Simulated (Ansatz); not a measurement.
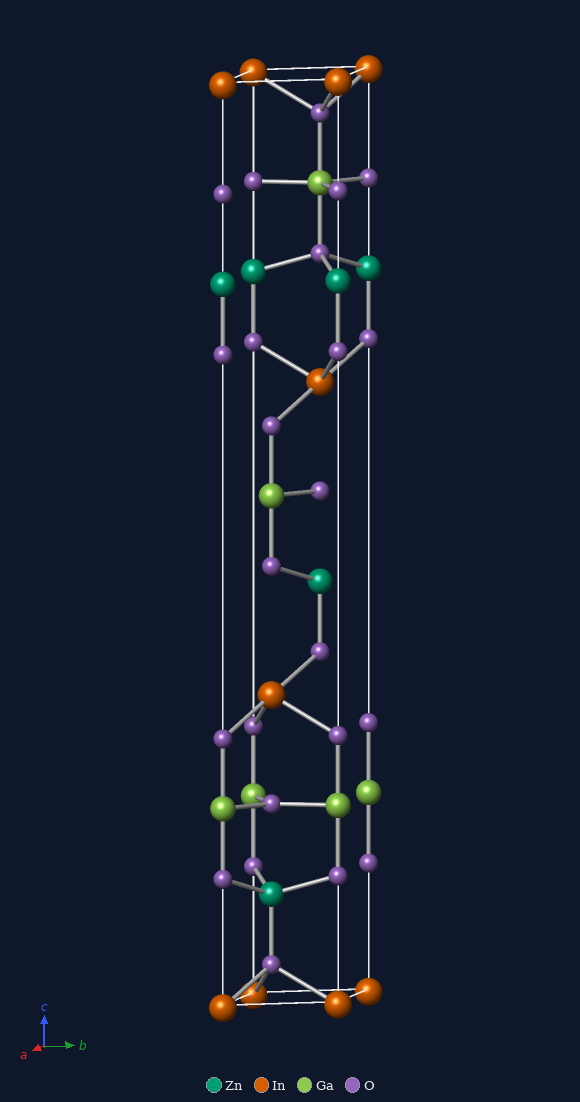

Shown here is a ball-and-stick view of the crystal, taken slightly off an axis. One conventional unit cell is framed, with atoms on its boundary repeated.

ZnInGaO$_{4}$, space group R3m (No. 160), a = 3.310 Å, b = 3.310 Å, c = 25.764 Å, α = 90.00°, β = 90.00°, γ = 120.00°. The cell started as a structure listed in the Materials Project. Earlier steps of the study, as a rule a relaxation of our own, may have changed the cell and positions, so they can lie some per cent off the listed ones. It went into a calculation with Ansatz.

This one geometry was computed with Ansatz (DFT, plane waves, PAW) at five levels of theory: HSE06, PBE with spin-orbit coupling, PBE, PBE0 and r2SCAN. It was relaxed beforehand with r2SCAN.

Q: Which level gives the highest pressure at this volume, and what does that say about its equilibrium volume?

A: Highest: PBE with spin-orbit coupling (6.9 GPa) and PBE (7.0 GPa), which points to the largest equilibrium volume. Lowest, with the smallest volume: HSE06 (0.1 GPa), PBE0 (-0.1 GPa) and r2SCAN (0.0 GPa). Levels within 0.5 GPa of each other can't be told apart.

Q: How does the band gap change with the level of theory?

A: PBE with spin-orbit coupling: a gap of 1.27 eV, direct; PBE: a gap of 1.29 eV, direct; r2SCAN: a gap of 1.77 eV, direct; HSE06: a gap of 3.01 eV, direct; PBE0: a gap of 3.71 eV, direct.

Q: Collect the results in a table.

A:
| level | cutoff (eV) | k-mesh of the run's cell | gap (eV) | pressure (GPa) |
| --- | --- | --- | --- | --- |
| HSE06 | 420 | 6×6×6 | 3.01 | 0.1 |
| PBE with spin-orbit coupling | 420 | 10×10×10 | 1.27 | 6.9 |
| PBE | 420 | 10×10×10 | 1.29 | 7.0 |
| PBE0 | 420 | 6×6×6 | 3.71 | -0.1 |
| r2SCAN | 500 | 10×10×10 | 1.77 | 0.0 |

Gaps are taken on the k-mesh or band path of each run.
